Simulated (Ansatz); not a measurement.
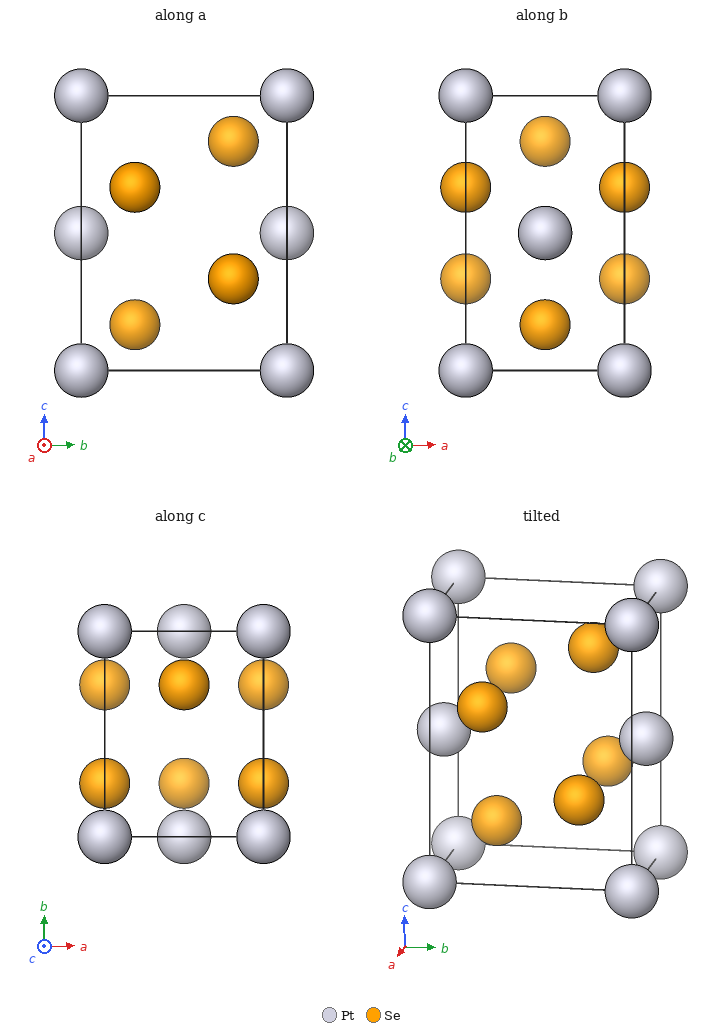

Shown here is a spheres-only view of the crystal, taken along the a axis, along the b axis, along the c axis and slightly off an axis. The parallelepiped is the unit cell.

Lattice parameters: a = 3.761 Å, b = 4.869 Å, c = 6.509 Å, α = 89.99°, β = 90.00°, γ = 89.98°. Put a along x and b in the xy plane.

> From the views, write a POSCAR file, with free fractional coordinates to two decimals.

```
Pt Se
1.0
     3.761    0.000    0.000
     0.002    4.869    0.000
     0.000    0.001    6.509
Pt Se
2 4
Direct
  0.00 0.00 0.00
  0.50 0.00 0.50
  0.00 0.74 0.33
  0.50 0.26 0.17
  0.50 0.74 0.83
  0.00 0.26 0.67
```

The model was built from a structure type filled with these elements by a generator (whether the compound takes this form wasn't checked). The structure drawn was relaxed with Ansatz 0.2.0, DFT, PBEsol, plane waves, PAW.
